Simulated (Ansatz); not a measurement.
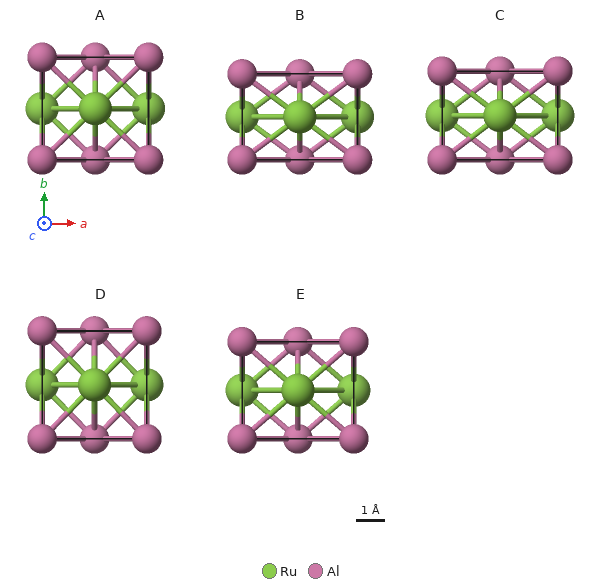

5 geometries from one relaxation of a crystal of Al$_{5}$Ru$_{3}$ (a generated structure, set up in Pmmm) (coarse preliminary run), in shuffled order. Style: ball-and-stick. Shown: the cell of the calculation, along the c axis.

Case: Ti → Ru on all its sites, cell and atoms relaxed.

Level of theory: DFT PBEsol, scalar-relativistic, plane waves, PAW (Ansatz 0.2.0). Set-up: plane-wave cutoff 420 eV; k-point mesh 6 × 6 × 4; occupations gaussian; smearing width 0.1 eV; no spin polarisation; cell and atoms relaxed; force threshold 0.05 eV/Å; at most 60 steps.

Q: Put them in the order of the run, from the start to the converged end.

A: D, A, E, C, B. They are steps 0, 1, 3, 5, 8, at +212 meV per atom, +140 meV per atom, +91.2 meV per atom, +14.6 meV per atom relative to the last. After 6 accepted moves (8 points after the start) the energy has fallen by 212 meV per atom. Largest force component: 0.81 eV/Å at the start, 0.028 eV/Å at the end. Pressure: −7.19 GPa at the start and 0.07 GPa at the end. The line search rejected the trial step at point 6 of the run. The SCF was repeated once at an unchanged geometry on a basis and grid sized afresh for the cell, which shifted the energy by 1.7 meV per atom at most. The largest moves relative to the cell, 0.071 Å, are those of Al atoms. Largest moves by element: Al 0.071 Å, Ru 0.002 Å. The drawn cell changes as follows: a 3.784 → 4.167 Å (+10.1 %), b 3.897 → 3.104 Å (−20.3 %), c 7.841 → 8.392 Å (+7.0 %); the volume changes by −6.1 %. Near-neighbour distances that change, for instance: Al–Al 2.771 → 3.058 Å, Ru–Ru 2.808 → 3.044 Å, Al–Ru 2.643 → 2.873 Å, Al–Ru 2.718 → 2.498 Å. The space group stays Pmmm (No. 47).
